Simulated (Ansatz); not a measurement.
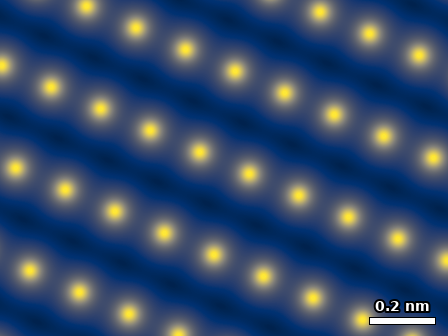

Projected-potential map of a crystal. Computed as the sum of neutral-atom potentials (tabulated electron scattering factors, B = 0.8 Å²) projected along the beam and smoothed by 0.25 Å; brighter is more positive. The display is stretched by a gamma of 0.6; percentages refer to the linear signal.

> Give the net of the columns and its spacings.

The pattern repeats on a rectangular net of 1.7 × 2.8 Å.

> Which plane group does this projection have?

p2mm: mirror lines in two perpendicular directions, with twofold points where they cross.

> How many columns does the smallest repeating cell hold, and how many levels of brightness?

1 column in the primitive cell of 4.7 Å², all of one brightness.

The crystal is Sn (Fm-3m, No. 225) seen along [211]. Structure: the input geometry of a calculation; the starting structure was generated, so it need not be a known form of this composition.
